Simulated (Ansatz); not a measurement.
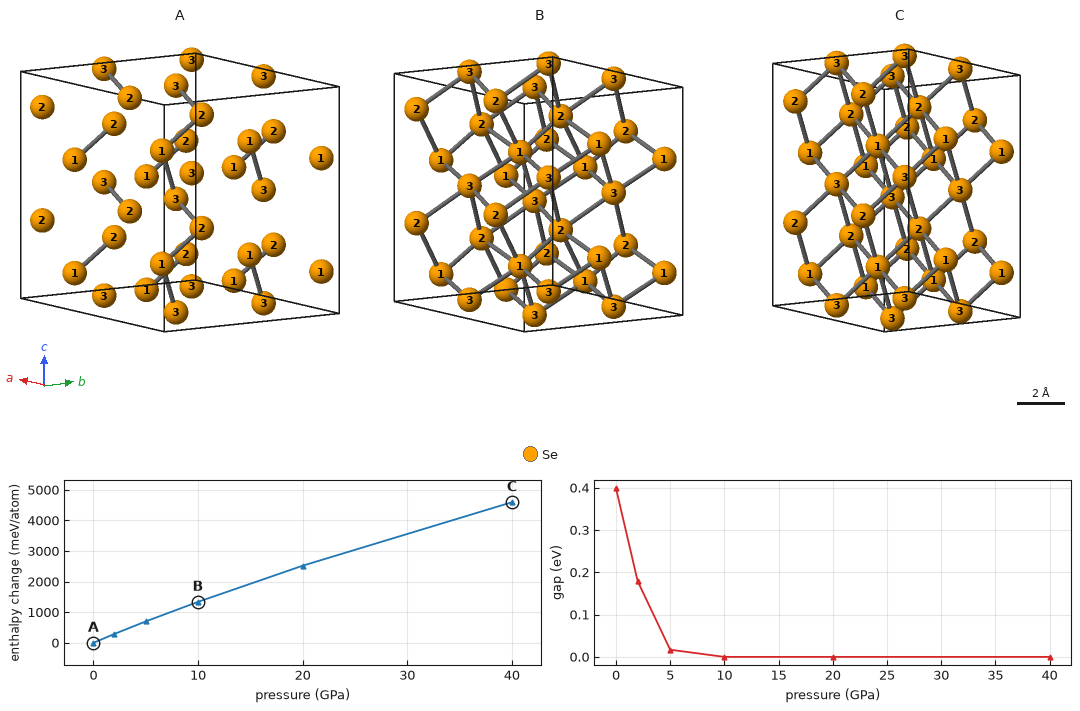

Members of a series of calculations on crystalline Se (set up in P3_121), marked on the first curve. Style: ball-and-stick. Shown: the cell of the calculation, repeated to show the pattern, from a free direction.

These are results of DFT PBEsol, scalar-relativistic, plane waves, PAW in Ansatz 0.2.0, not measurements. Settings: plane-wave cutoff 420 eV; k-point mesh 12 × 12 × 8; occupations gaussian; no spin polarisation. Smearing widths differ between the runs.

Question: How does the crystal respond to pressure?

Answer: The structure is relaxed at several pressures. A (pressure 0.0 GPa): enthalpy change 0.0 meV/atom, volume 24.13 Å³ per atom, gap 0.40 eV. B (pressure 10.0 GPa): enthalpy change 1340 meV/atom, volume 19.86 Å³ per atom, gap 0.00 eV. C (pressure 40.0 GPa): enthalpy change 4596 meV/atom, volume 15.54 Å³ per atom, gap 0.00 eV. The rest compares A with C. The volume changes by −35.6 %, with a = b 8.083 → 6.274 Å (−22.4 %), c 10.236 → 10.941 Å (+6.9 %). Some distances before and after: Se–Se 3.176 → 2.570 Å, Se–Se 2.437 → 2.570 Å. New contacts form: Se1–Se2 (3.18 → 2.57 Å), Se1–Se3 (3.18 → 2.57 Å), Se2–Se3 (3.18 → 2.57 Å).
